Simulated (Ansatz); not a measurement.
**SiO$_{2}$: geometry relaxation (part 2 of 2)**

SiO$_{2}$ (P4₂/mnm, 6 atoms in the cell); DFT with r2SCAN, PAW plane waves, no spin polarisation (Ansatz 0.2.0); cutoff 500 eV, 4×4×7 k-mesh, Fermi–Dirac smearing. The structure derives from an entry of the Crystallography Open Database.

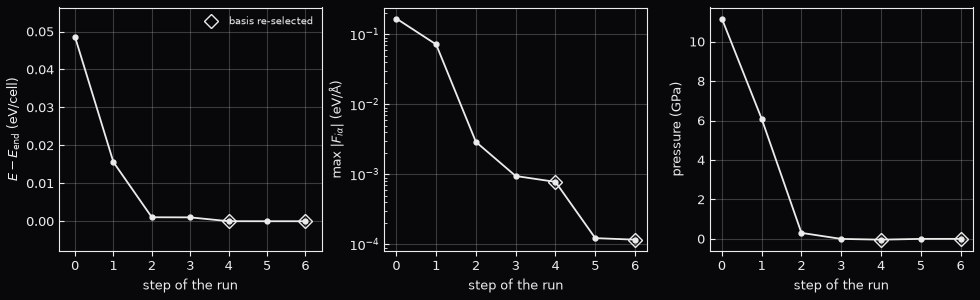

*Progress of the relaxation, step by step (the first geometry is step 0 here and step 1 in the log).*

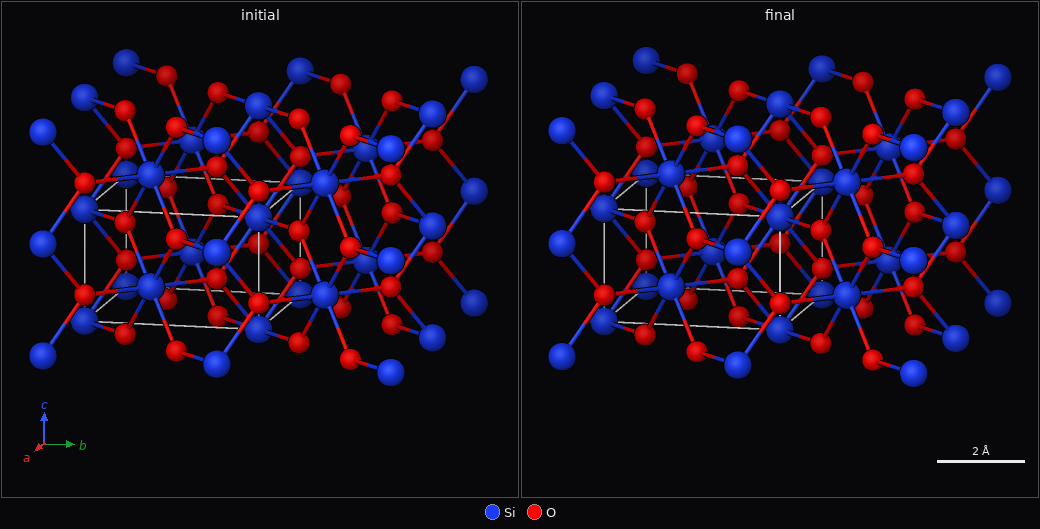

*Before (left) and after (right) the relaxation, at one scale (ball-and-stick view of the cell of the calculation, repeated 2 × 2 × 2, seen slightly off an axis).*

The atoms keep their places relative to the cell (all moves are under 0.005 Å). The drawn cell changes as follows: a = b 4.141 → 4.185 Å (+1.1 %), c 2.642 → 2.669 Å (+1.0 %); the volume changes by +3.2 %. Distances before and after: Si1–O3 1.793 → 1.812 Å, Si1–O4 1.742 → 1.760 Å. The space group stays P4_2/mnm (No. 136). The energy falls by 48.6 meV per cell of the calculation in 4 geometry steps. The largest force component goes from 0.17 to 0.00012 eV/Å. Pressure: 11.17 GPa at the start and 0.00 GPa at the end. The basis was re-selected once at an unchanged geometry, which shifts the energy a little without any move. The energy change given includes the shifts at the re-selections in mid-walk, which come without any move. A last SCF at the same geometry on a re-selected plane-wave basis shifts the energy by next to nothing (0.0 meV per cell of the calculation). (Atoms are counted from 1 in the order of the input.)

```
basis re-selected at this cell: Δ(F+E_penalty+E_count) = -7.003e-11 eV, ΔP = -0.000 GPa vs the last step (what re-selecting the basis moved, of the pressure what is left beyond the Pulay correction that the steps carried, after the strain that the cell walked since its last selection, with what the two solves' SCF thresholds leave and, on support functions, any second-order correction that the steps lacked; it is no measure of the basis error at this ecutwfc). This SCF's stress stands 6.42e-3 GPa from its target on what of the cell is left free (relax.cell.stress_tol is 5.00e-2 GPa) and its largest allowed force component is 1.17e-4 eV/Å (relax.f_tol is 1.00e-2 eV/Å): within both
SCF converged after 3 iterations
Free energy (F): -3559.336962 eV
Harris-Foulkes:  -3559.336962 eV  (|F-HF|=1.91e-11)
Internal energy: -3559.336962 eV  (E = F + TS)
E sigma→0 (E₀):  -3559.336962 eV
Fermi energy:    13.383909 eV
--- Per-component energies (eV) ---
  E_band       = 42.575659
  E_kinetic    = 820.126138
  E_local      = -1224.619185  (includes V_loc(G=0)·N_el)
  E_nonlocal   = 231.723873
  E_hartree    = 437.785438
  E_xc         = -404.026771
  E_vxc        = -533.686264  (∫ρ·V_xc dr)
  E_paw        = -1683.068709  (= ΣΔE_a)
  E_vpaw       = -158.448565  (= ΣTr[D̂ρ^β])
  E_aug_tail   = 0.004655  (compensation charges beyond the density's cutoff)
  E_vtau       = 31.904234  (kinetic-family band-sum trace: ∫τ·v_τ [+ j·A + Jᵃ·Aᵃ] dr)
  E_ewald      = -1736.981770
  E_core_change = -0.280630  (= ΣΔE_core)
  E_smearing   = -0.000000  (= −TS)
  E_closure    = 0.000000  (closes the sum)
  Σ components = -3559.336962   (vs F -3559.336962, Δ=0.00e0)
--- Forces (eV/Å), atoms counted from 1 ---
  atom   1  Si     0.00000000     0.00000000     0.00000000
  atom   2  Si     0.00000000     0.00000000     0.00000000
  atom   3  O      0.00011669     0.00011669     0.00000000
  atom   4  O     -0.00011669     0.00011669     0.00000000
  atom   5  O     -0.00011669    -0.00011669     0.00000000
  atom   6  O      0.00011669    -0.00011669     0.00000000
  max |Σ_I F_I| component: 2.17e-18 eV/Å
--- Stress (GPa, compression-positive) ---
       -0.005769       0.000000       0.000000
        0.000000      -0.005769       0.000000
        0.000000       0.000000       0.006424
  P = ⅓ Tr σ = -0.0017 GPa (-0.017 kbar)
--- Band table (eV; the first three rows and the last of 24) ---
  k-point 0: bands = ["-13.3912", "-9.8170", "-9.8170", "-9.5529", "-0.8996", "3.6384", "3.6384", "3.8113", "4.6824", "4.9634", "6.9600", "6.9600", "7.6170", "9.2385", "9.2385", "10.1173", "16.6293", "17.7854", "19.6236", "19.6236", "22.2017", "22.9648"]
  k-point 1: bands = ["-13.1203", "-9.6838", "-9.6838", "-9.5365", "-0.7846", "3.8690", "3.8690", "3.9953", "4.1121", "4.5673", "6.0929", "6.0929", "6.7146", "9.0328", "9.0328", "9.8638", "17.5596", "19.1995", "20.7912", "20.7912", "21.4124", "23.9287"]
  k-point 2: bands = ["-12.3581", "-9.6557", "-9.3618", "-9.3618", "-0.5286", "3.1258", "3.1450", "4.3871", "4.3871", "4.5870", "4.5870", "4.9770", "5.3769", "8.4024", "8.4024", "9.0619", "18.8438", "21.4409", "21.5203", "23.0358", "23.0358", "25.1616"]
  k-point 23: bands = ["-10.4831", "-10.4831", "-9.3033", "-9.3033", "-0.5603", "-0.5603", "2.0432", "2.0432", "5.5131", "5.5131", "5.5501", "5.5501", "8.3651", "8.3651", "8.4769", "8.4769", "18.4217", "18.4217", "22.2089", "22.2089", "23.0398", "23.0398"]
--- Relaxed structure (5 steps of the walk, 5 accepted, 2 SCFs on fresh bases) ---
  F+E_penalty+E_count = -3559.33696211 eV   max|allowed force component| = 1.167e-4 eV/Å   (the final SCF, on the basis selected at the relaxed cell)
  cell:  # Å, volume = 46.7470 Å³
    - [4.185214431743323, 8.913323831562198e-34, 0.0]
    - [8.913323831562198e-34, 4.185214431743323, 0.0]
    - [0.0, 0.0, 2.668812384413891]
  atoms:
    - { symbol: Si, position: [-6.545212156387827e-21, -1.0363252580947375e-20, 0.0] }
    - { symbol: Si, position: [0.5, 0.5, 0.5] }
    - { symbol: O, position: [0.3061009094465915, 0.3061009094465915, 0.0] }
    - { symbol: O, position: [0.19389909055340845, 0.8061009094465916, 0.5] }
    - { symbol: O, position: [0.6938990905534085, 0.6938990905534085, 0.0] }
    - { symbol: O, position: [0.8061009094465916, 0.19389909055340845, 0.5] }
```

**Trajectory as extended XYZ (Å, eV, eV/Å), 7 frames, from step=1 to step=7**
```
6
Lattice="4.1412 0.0000 0.0000 0.0000 4.1412 0.0000 0.0000 0.0000 2.6425" Properties=species:S:1:pos:R:3:forces:R:3 step=1 energy=-3559.28840 pressure_GPa=11.17
Si    0.0000    0.0000    0.0000    0.0000   0.0000   0.0000
Si    2.0706    2.0706    1.3212    0.0000   0.0000   0.0000
O     1.2678    1.2678    0.0000   -0.1689  -0.1689   0.0000
O     0.8028    3.3384    1.3212    0.1689  -0.1689   0.0000
O     2.8734    2.8734    0.0000    0.1689   0.1689   0.0000
O     3.3384    0.8028    1.3212   -0.1689   0.1689   0.0000
6
Lattice="4.1621 0.0000 0.0000 0.0000 4.1621 0.0000 0.0000 0.0000 2.6520" Properties=species:S:1:pos:R:3:forces:R:3 step=2 energy=-3559.32139 pressure_GPa=6.09
Si    0.0000    0.0000    0.0000    0.0000   0.0000   0.0000
Si    2.0811    2.0811    1.3260    0.0000   0.0000   0.0000
O     1.2737    1.2737    0.0000   -0.0721  -0.0721   0.0000
O     0.8074    3.3548    1.3260    0.0721  -0.0721   0.0000
O     2.8884    2.8884    0.0000    0.0721   0.0721   0.0000
O     3.3548    0.8074    1.3260   -0.0721   0.0721   0.0000
6
Lattice="4.1851 0.0000 0.0000 0.0000 4.1851 0.0000 0.0000 0.0000 2.6670" Properties=species:S:1:pos:R:3:forces:R:3 step=3 energy=-3559.33591 pressure_GPa=0.30
Si    0.0000    0.0000    0.0000    0.0000   0.0000   0.0000
Si    2.0926    2.0926    1.3335    0.0000   0.0000   0.0000
O     1.2810    1.2810    0.0000    0.0029   0.0029   0.0000
O     0.8116    3.3735    1.3335   -0.0029   0.0029   0.0000
O     2.9041    2.9041    0.0000   -0.0029  -0.0029   0.0000
O     3.3735    0.8116    1.3335    0.0029  -0.0029   0.0000
6
Lattice="4.1857 0.0000 0.0000 0.0000 4.1857 0.0000 0.0000 0.0000 2.6687" Properties=species:S:1:pos:R:3:forces:R:3 step=4 energy=-3559.33594 pressure_GPa=-0.00
Si    0.0000    0.0000    0.0000    0.0000   0.0000   0.0000
Si    2.0928    2.0928    1.3343    0.0000   0.0000   0.0000
O     1.2813    1.2813    0.0000   -0.0009  -0.0009   0.0000
O     0.8115    3.3741    1.3343    0.0009  -0.0009   0.0000
O     2.9044    2.9044    0.0000    0.0009   0.0009   0.0000
O     3.3741    0.8115    1.3343   -0.0009   0.0009   0.0000
6
Lattice="4.1857 0.0000 0.0000 0.0000 4.1857 0.0000 0.0000 0.0000 2.6687" Properties=species:S:1:pos:R:3:forces:R:3 step=5 energy=-3559.33695 pressure_GPa=-0.04
Si    0.0000    0.0000    0.0000    0.0000   0.0000   0.0000
Si    2.0928    2.0928    1.3343    0.0000   0.0000   0.0000
O     1.2813    1.2813    0.0000   -0.0008  -0.0008   0.0000
O     0.8115    3.3741    1.3343    0.0008  -0.0008   0.0000
O     2.9044    2.9044    0.0000    0.0008   0.0008   0.0000
O     3.3741    0.8115    1.3343   -0.0008   0.0008   0.0000
6
Lattice="4.1852 0.0000 0.0000 0.0000 4.1852 0.0000 0.0000 0.0000 2.6688" Properties=species:S:1:pos:R:3:forces:R:3 step=6 energy=-3559.33696 pressure_GPa=-0.00
Si    0.0000    0.0000    0.0000    0.0000   0.0000   0.0000
Si    2.0926    2.0926    1.3344    0.0000   0.0000   0.0000
O     1.2811    1.2811    0.0000    0.0001   0.0001   0.0000
O     0.8115    3.3737    1.3344   -0.0001   0.0001   0.0000
O     2.9041    2.9041    0.0000   -0.0001  -0.0001   0.0000
O     3.3737    0.8115    1.3344    0.0001  -0.0001   0.0000
6
Lattice="4.1852 0.0000 0.0000 0.0000 4.1852 0.0000 0.0000 0.0000 2.6688" Properties=species:S:1:pos:R:3:forces:R:3 step=7 energy=-3559.33696 pressure_GPa=-0.00
Si    0.0000    0.0000    0.0000    0.0000   0.0000   0.0000
Si    2.0926    2.0926    1.3344    0.0000   0.0000   0.0000
O     1.2811    1.2811    0.0000    0.0001   0.0001   0.0000
O     0.8115    3.3737    1.3344   -0.0001   0.0001   0.0000
O     2.9041    2.9041    0.0000   -0.0001  -0.0001   0.0000
O     3.3737    0.8115    1.3344    0.0001  -0.0001   0.0000
```

This output came from the following input.

**The input**
```yaml
crystal:
  lattice:
    - [4.14120332, 0.0, 0.0]
    - [0.0, 4.14120332, 0.0]
    - [0.0, 0.0, 2.64246701]
  atoms:
    - { symbol: Si, position: [0.0, 0.0, 0.0] }
    - { symbol: Si, position: [0.5, 0.5, 0.5] }
    - { symbol: O, position: [0.30615, 0.30615, 0.0] }
    - { symbol: O, position: [0.19385, 0.80615, 0.5] }
    - { symbol: O, position: [0.69385, 0.69385, 0.0] }
    - { symbol: O, position: [0.80615, 0.19385, 0.5] }
  symmetry: { tolerance: 0.0003 }
kpoints:
  mp_grid: { grid: [4, 4, 7], shift: [0, 0, 0] }
magnetization:
  spin_polarized: false
scf:
  occupations: { method: fermi_dirac }
hamiltonian:
  pseudopotentials: { kind: paw }
  xc: r2scan
basis:
  ecutwfc: 500
output:
  forces: true
  stress: true
  eigenvalues: true
relax:
  max_steps: 40
  cell: {}
```

Command:
```bash
ansatz run input.yaml --threads 1 --pin off --max-ram 2560MiB --backend cpu --events-out ev --progress --plain --runs-dir out
```

**Summary**

| quantity | value |
| --- | --- |
| outcome | converged |
| space group (tolerance 0.01 Å) | P4₂/mnm (136) |
| electrons treated | 32 |
| free energy | −3559.3370 eV |
| Fermi energy | 13.384 eV |
| gap on the k-point mesh | 6.51 eV |
| pressure | 0.00 GPa |
| final volume | 46.75 Å³ |
| largest force (length of the vector) at the end | under 0.001 eV/Å |
| final cell | a = 4.185 Å, b = 4.185 Å, c = 2.669 Å, α = 90.00°, β = 90.00°, γ = 90.00° |
| hardware | 1 thread of an Arm (aarch64) CPU, shared host |
| wall time | 23 s |
| peak memory | 0.41 GiB |
